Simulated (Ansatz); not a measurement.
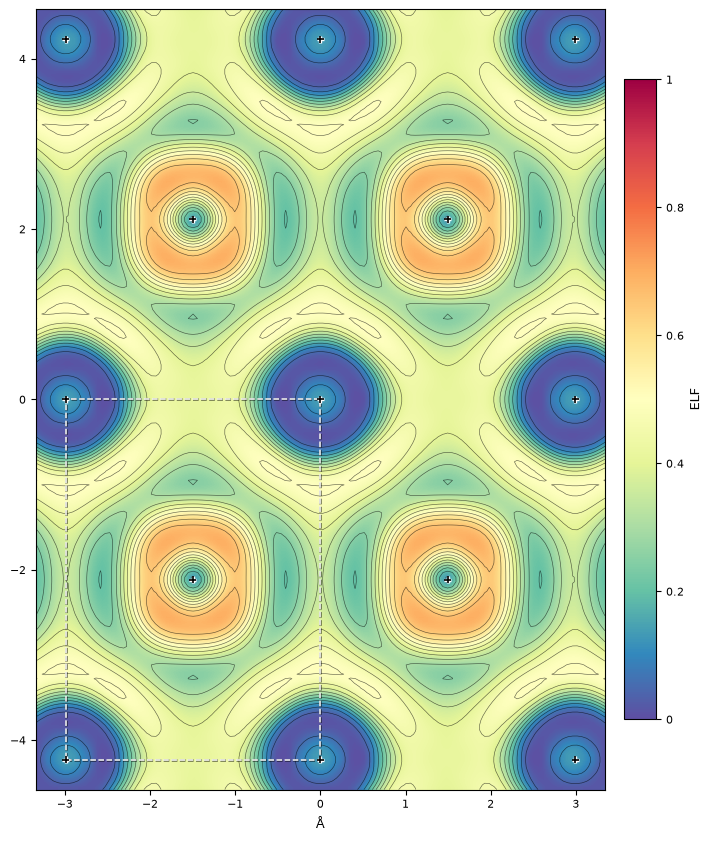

The ELF on a plane through atoms (crosses mark nuclei in the plane).

Level of theory: Ansatz, DFT, PBEsol, PAW with Ansatz's default frozen-core files, scalar-relativistic.

Candidates:
A. Ti, a = 3.28 Å, b = 3.28 Å, c = 3.28 Å, α = 90.00°, β = 90.00°, γ = 90.00°. Space group Im-3m; computed pressure about −7 GPa in this cell; computed without spin polarisation.
B. Os, a = 2.75 Å, b = 2.75 Å, c = 3.81 Å, α = 90.00°, β = 90.00°, γ = 90.00°. Space group I4/mmm; changed on purpose from its base cell (zz strain of -2 %, PAW files); computed pressure about −13 GPa in this cell; computed without spin polarisation.
C. AlRu, a = 2.99 Å, b = 2.99 Å, c = 2.99 Å, α = 90.00°, β = 90.00°, γ = 90.00°. Space group Pm-3m; computed pressure about −3 GPa in this cell; computed without spin polarisation.

Question: Which system is this?

Answer: Candidate C: AlRu on the (011) plane of the conventional cell, which holds Al and Ru. Al–Ru (2.59 Å): the ELF is about 0.40 at the midpoint.
